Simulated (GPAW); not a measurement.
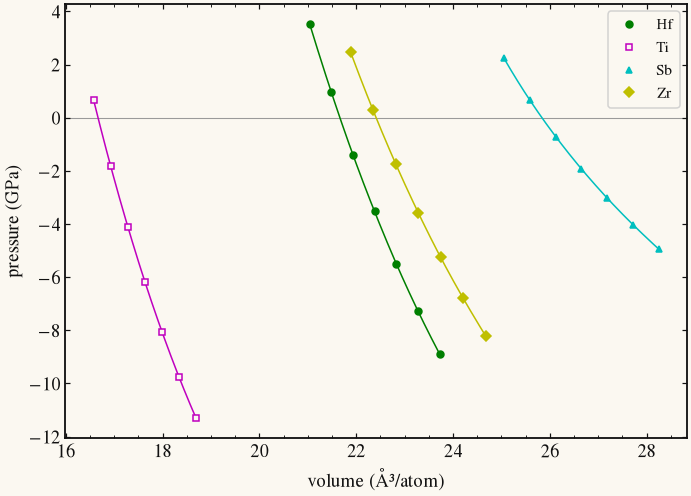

Method: PAW DFT in plane waves, on a grid or in atomic orbitals, no spin polarisation; energies at scaled volumes of the given cell, shape and fractions fixed, counted from the fit's minimum, third-order Birch-Murnaghan fit (GPAW 26.7.0). Level: PBEsol.

occupations Fermi–Dirac; smearing width 0.05 eV; potentials PAW data sets made by gpaw setup for the functional; wave cutoff 600 eV.

Caption: Pressure against volume, with one curve for each element, for Hf, Sb, Ti and Zr (all in space group P6_3/mmc (No. 194)).

Settings that differ: Hf: k mesh 10×10×5; Ti: k mesh 10×10×6; Sb: k mesh 9×9×5; Zr: k mesh 9×9×5.

The fitted equilibrium volumes, smallest first, are Ti 16.798, Hf 21.664, Zr 22.444, Sb 25.855 Å³/atom. The fitted bulk moduli, smallest first, are Sb 66.4, Zr 99.5, Hf 115.0, Ti 117.9 GPa. For Hf, the pressure falls from 3.54 GPa at volume 21.04 Å³/atom to −8.89 GPa at 23.72 Å³/atom, and changes sign near 21.67 Å³/atom. For Ti, the pressure falls from 0.66 GPa at volume 16.58 Å³/atom to −11.31 GPa at 18.69 Å³/atom, and changes sign near 16.67 Å³/atom. For Sb, the pressure falls from 2.23 GPa at volume 25.05 Å³/atom to −4.95 GPa at 28.25 Å³/atom, and changes sign near 25.84 Å³/atom.

Limits of the calculation: shape and atomic fractions are frozen while scaling, which makes layered, chain and framework solids too stiff.
